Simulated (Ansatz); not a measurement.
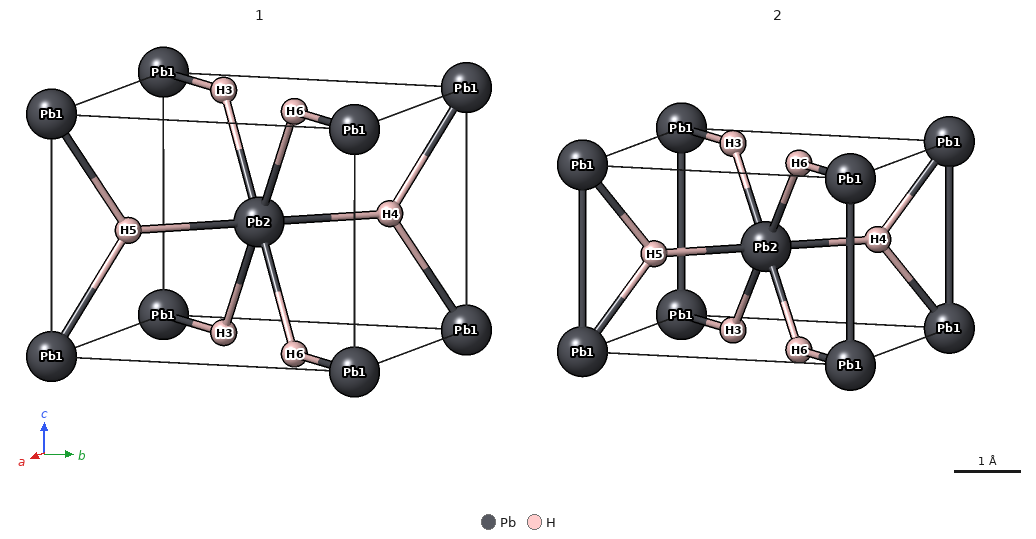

Two geometries of crystalline H$_{2}$Pb (built on the rutile type), drawn at one scale. One is the start of a relaxation, the other its converged end. Style: ball-and-stick. Shown: the cell of the calculation, slightly off an axis.

All numbers below come from DFT, PBEsol, plane waves, PAW in Ansatz. Set-up: plane-wave cutoff 420 eV; k-point mesh 6 × 6 × 8; occupations fermi dirac; smearing width 0.03 eV; no spin polarisation; cell and atoms relaxed; force threshold 0.01 eV/Å; at most 120 steps.

Which of the two is the end point?

Structure 1 is the relaxed one. The largest moves relative to the cell, 0.071 Å, are those of H3, H4, H5 and H6. H3 goes along [1 1 0]. Pb stays in place. Cell: a = b 4.384 → 4.958 Å (+13.1 %), c 2.893 → 3.758 Å (+29.9 %). Volume +66.2 %. Near-neighbour distances that change, for instance: Pb1–Pb1 2.893 → 3.758 Å, Pb1–H4 1.885 → 2.283 Å, Pb1–H3 1.891 → 2.210 Å. The space group stays P4_2/mnm (No. 136). Over 11 accepted moves (13 points after the start) the energy falls by 850 meV per atom. The largest force component goes from 0.67 to 0.00075 eV/Å. The pressure goes from 62.96 to 0.02 GPa. The SCF was repeated twice at an unchanged geometry on a basis and grid sized afresh for the cell, which shifted the energy by 27.6 meV per atom at most.
